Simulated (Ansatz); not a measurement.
## Run report: C, single-point calculation

- system: C (2 atoms in the cell)
- method: DFT PBEsol, scalar-relativistic, plane waves, PAW, no spin polarisation (Ansatz 0.2.0)

The structure derives from an entry of the Crystallography Open Database. It belongs to a series of runs on one base structure; here: band edges and mean potential of the bulk.

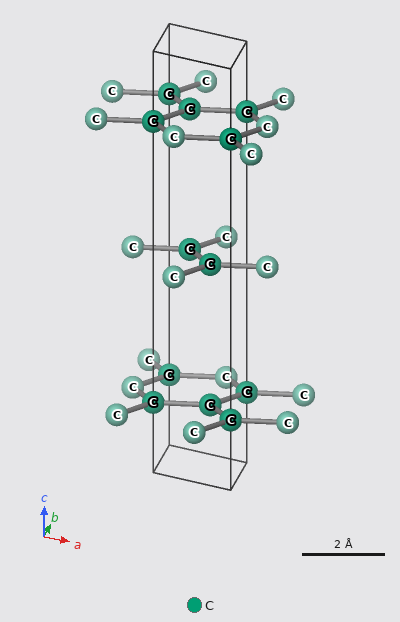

Figure 1. The input geometry (ball-and-stick view of the cell 3 times as large as that of the calculation, set on its symmetry axes, seen at an oblique angle; neighbours outside the cell are drawn fainter). An atom can appear more than once, as a periodic image. Near neighbours in the periodic cell (some may lie outside the picture): C has 3 C at 1.42 Å.

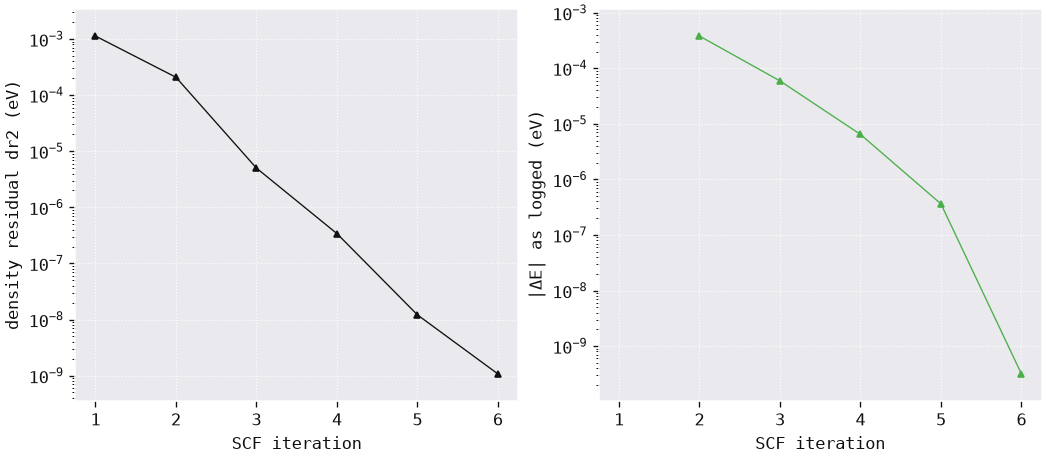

Figure 2. Convergence of the self-consistent field: density residual dr2 and size of the energy change against the SCF iteration. The residual falls at every step.

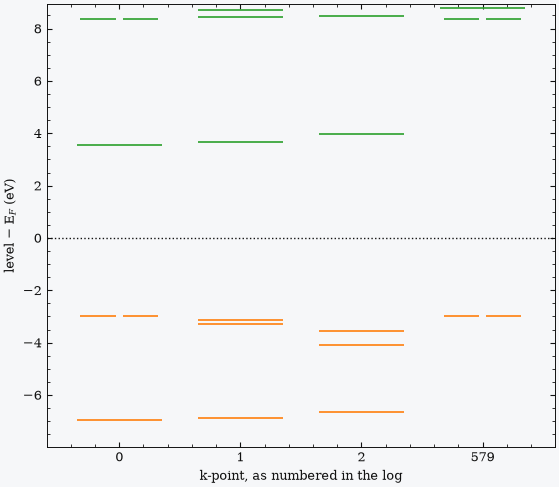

Figure 3. Kohn–Sham levels near the Fermi level (dotted) at the few k-points that the log prints; levels within 0.02 eV of each other stand side by side. Among these points the highest filled and lowest empty levels are 6.54 eV apart; the gap on the full mesh, 0.44 eV, has an edge at a point that isn't printed.

The input and output of the run follow.

## Input file
```yaml
crystal:
  lattice:
    - [1.2294551265, 0.7098262482, 3.5981014958]
    - [-1.2294551265, 0.7098262482, 3.5981014958]
    - [0.0, -1.4196524965, 3.5981014958]
  atoms:
    - { symbol: C, position: [0.166639602, 0.166639602, 0.166639602] }
    - { symbol: C, position: [0.833360398, 0.833360398, 0.833360398] }
basis:
  ecutwfc: 420
kpoints:
  mp_grid: { grid: [18, 18, 18] }
  band_path: { path: [VBM, CBM], npoints: 2 }
hamiltonian:
  xc: pbesol
scf:
  occupations: { method: gaussian, width: 0.02 }
output:
  forces: true
  stress: true
  eigenvalues: true
```

Launched with:
```bash
ansatz run input.yaml --threads 2 --pin off --max-ram 5120MiB --backend cpu --events-out ev --progress --plain --runs-dir out
```

## Log
```
basis.fft_grid_basis auto: the FFT boxes are laid along the combinations [[1, 0, -1], [0, 1, -1], [0, 0, 1]] of the cell's own vectors, 2.459, 2.459 and 3.868 Å long. The dense box has 18×18×27 points. Along the cell's own vectors, as sized, it would have 27×27×27, 2.25 times as many. Of the 12 symmetry operations that the crystal satisfies within crystal.symmetry.tolerance (time reversal apart; of a slab, those that keep its plane) the dense box along the cell's own vectors carries 12, and the one as laid loses 8 of those. basis.fft_grid_basis: typed keeps the cell's own vectors: state it where this run's energies or levels are differenced outside the engine with another run's, or held beside a run that keeps those vectors.
Engine: ansatz 0.2.0, aarch64-unknown-linux-gnu
Pseudopotentials: kind: paw
Pseudopotential: C, paw, valence charge 4, recommended cutoff 420 eV (normal), C.paw.azcp
Functional definition: PBEsol
  exchange = pbesol_x
  correlation = pbesol_c
Crystal: 2 atoms, lattice volume = 18.840 Å³
Basis set: ecut = 420 eV, 367 PW (Γ), FFT grids on a1−a3, a2−a3, a3, exchange–correlation on 36×36×54 points (8 copies of the dense FFT grid, shifted against one another)
Bands: 8, of which v1, the nominal top of the filled ones, is band 4 counted from 1 (3 counted from 0)
Symmetry: 12 space group operations
Space group: R-3m (ITA 166), of the structure as read, at distance tolerance 2.7e-5 Å
k-points: 580 of 5832
Non-local potential: C, projectors of the file, l = 0: 2, l = 1: 2, l = 2: 1
PAW form: soft (Blöchl's): semilocal exchange-correlation on the pseudo side does not see the compensation charge
PAW frozen core: C, regenerated for the run's functional, and the local potential with it (the file was generated under x = pbe(κ = 0.804, μ = 0.2195149727645171), c = pbe(β = 0.06672455060314922))
PAW one-centre angular grid: C, 110 points (default); XC on 64 Gauss nodes
Initial density: superposition of atomic densities (neutral atoms: chi_scale 0, normalization atom), corrected by the library's trained network
Initial wavefunctions: pseudopotential atomic-orbital guess
Functional: x = pbesol(κ = 0.804, μ = 0.12345679012345678), c = pbesol(β = 0.046)
SCF iter   1: F=—  HF=-493.381418 eV  |F-HF|=—  |Δ(HF+E_count)|=         —  Δρ=3.45e-3  dr2=1.13e-3  ethr=1.77e-3  ⟨swp⟩=4.8  Hψ=31331  notcnv=0
preconditioner: auto → none  [insulator: Δε(μ)=0.439 eV  Ē_g=18.188 eV  σ=0.020 eV  W_gap=1.00  n_scr=2 (ndim 8)  ℏωp=24.2 eV  f_vac=0.060  D(μ)=0.00/eV (n_scr^D=0)  ε∞_Penn≈2.8]
SCF iter   2: F=—  HF=-493.381798 eV  |F-HF|=—  |Δ(HF+E_count)|=   3.80e-4  Δρ=1.56e-3  dr2=2.08e-4  ethr=1.41e-5  ⟨swp⟩=3.0  Hψ=13712  notcnv=0
SCF iter   3: F=—  HF=-493.381857 eV  |F-HF|=—  |Δ(HF+E_count)|=   5.92e-5  Δρ=2.01e-4  dr2=5.00e-6  ethr=2.60e-6  ⟨swp⟩=2.8  Hψ=8123  notcnv=0
SCF iter   4: F=—  HF=-493.381864 eV  |F-HF|=—  |Δ(HF+E_count)|=   6.45e-6  Δρ=6.02e-5  dr2=3.40e-7  ethr=6.25e-8  ⟨swp⟩=2.9  Hψ=6986  notcnv=0
iter 5 did not close the SCF: its close was put off for the readings that it lacked (scf_convergence_deferred on its scf_iter line)
SCF iter   5: F=-493.381864 eV  HF=-493.381864 eV  |F-HF|=3.42e-9  |Δ(HF+E_count)|=   3.62e-7  Δρ=9.54e-6  dr2=1.21e-8  ethr=4.25e-9  ⟨swp⟩=2.1  Hψ=6787  notcnv=0
SCF iter   6: F=-493.381864 eV  HF=-493.381864 eV  |F-HF|=6.18e-10  |Δ(HF+E_count)|=  3.15e-10  Δρ=3.07e-6  dr2=1.07e-9  ethr=1.51e-10  ⟨swp⟩=2.2  Hψ=15307  notcnv=0
SCF 1 converged in 6 iterations: F = -493.381864 eV  dr2 = 1.07e-9
  greatest PAW one-centre occupation: 0.672 electrons in one spin orbital (limit 2), on the C atom at site 1 (counted from 0), in its partial waves of l = 0
NSCF: frozen V_eff on 32 k-points
NSCF: frozen V_eff on 32 k-points
NSCF: frozen V_eff on 32 k-points
NSCF: frozen V_eff on 20 k-points
NSCF: frozen V_eff on 12 k-points
NSCF: frozen V_eff on 7 k-points
NSCF: frozen V_eff on 6 k-points
NSCF: frozen V_eff on 6 k-points
NSCF: frozen V_eff on 7 k-points
NSCF: frozen V_eff on 6 k-points
NSCF: frozen V_eff on 7 k-points
NSCF: frozen V_eff on 14 k-points
NSCF: frozen V_eff on 6 k-points
NSCF: frozen V_eff on 14 k-points
NSCF: frozen V_eff on 6 k-points
NSCF: frozen V_eff on 14 k-points
NSCF: frozen V_eff on 8 k-points
NSCF: frozen V_eff on 14 k-points
NSCF: frozen V_eff on 12 k-points
NSCF: frozen V_eff on 10 k-points
NSCF: frozen V_eff on 18 k-points
NSCF: frozen V_eff on 14 k-points
NSCF: frozen V_eff on 15 k-points
NSCF: frozen V_eff on 6 k-points
NSCF: frozen V_eff on 14 k-points
NSCF: frozen V_eff on 8 k-points
NSCF: frozen V_eff on 14 k-points
NSCF: frozen V_eff on 6 k-points
NSCF: frozen V_eff on 14 k-points
NSCF: frozen V_eff on 8 k-points
NSCF: frozen V_eff on 3 k-points
SCF converged after 6 iterations
Free energy (F): -493.381864 eV
Harris-Foulkes:  -493.381864 eV  (|F-HF|=6.18e-10)
Internal energy: -493.381864 eV  (E = F + TS)
E sigma→0 (E₀):  -493.381864 eV
Fermi energy:    6.209709 eV
--- Per-component energies (eV) ---
  E_band       = -23.508485
  E_kinetic    = 181.617320
  E_local      = -344.275843  (includes V_loc(G=0)·N_el)
  E_nonlocal   = 54.836201
  E_hartree    = 108.248403
  E_xc         = -95.171145
  E_vxc        = -118.280121  (∫ρ·V_xc dr)
  E_paw        = -190.961086  (= ΣΔE_a)
  E_vpaw       = -13.902361  (= ΣTr[D̂ρ^β])
  E_aug_tail   = 0.000016  (compensation charges beyond the density's cutoff)
  E_ewald      = -207.717931
  E_core_change = 0.042201  (= ΣΔE_core)
  E_smearing   = -0.000000  (= −TS)
  E_closure    = 0.000000  (closes the sum)
  Σ components = -493.381864   (vs F -493.381864, Δ=0.00e0)
--- Forces (eV/Å), atoms counted from 1 ---
  atom   1  C      0.00000000    -0.00000000     0.00008576
  atom   2  C      0.00000000     0.00000000    -0.00008576
  max |Σ_I F_I| component: 1.36e-20 eV/Å
--- Stress (GPa, compression-positive) ---
       -0.010176       0.000000      -0.000000
        0.000000      -0.010176      -0.000000
       -0.000000      -0.000000       0.049076
  P = ⅓ Tr σ = 0.0096 GPa (0.096 kbar)
--- Band table (eV; the first three rows and the last of 580) ---
  k-point 0: bands = ["-13.4143", "-0.7637", "3.2250", "3.2250", "9.7654", "14.5909", "14.5909", "17.6957"]
  k-point 1: bands = ["-13.3399", "-0.6834", "2.9267", "3.0664", "9.8707", "14.6331", "14.9093", "17.4336"]
  k-point 2: bands = ["-13.1175", "-0.4440", "2.1063", "2.6450", "10.1864", "14.6841", "15.8048", "16.6936"]
  k-point 579: bands = ["-13.2387", "-2.1509", "3.2170", "3.2170", "14.5655", "14.5655", "15.0132", "17.8184"]
```

## Summary

```csv
quantity,value
outcome,converged
space group (tolerance 0.01 Å),R-3m (166)
electrons treated,8
free energy,−493.3819 eV
Fermi energy,6.210 eV
gap on the k-point mesh,0.44 eV
gap on the band path,0.00 eV
pressure,0.01 GPa
largest force (length of the vector),under 0.001 eV/Å
hardware,"2 threads of Arm Neoverse V2, 24 GiB of memory available, shared host"
wall time,4.4 s (CPU time 8.3 s)
peak memory,0.35 GiB
```
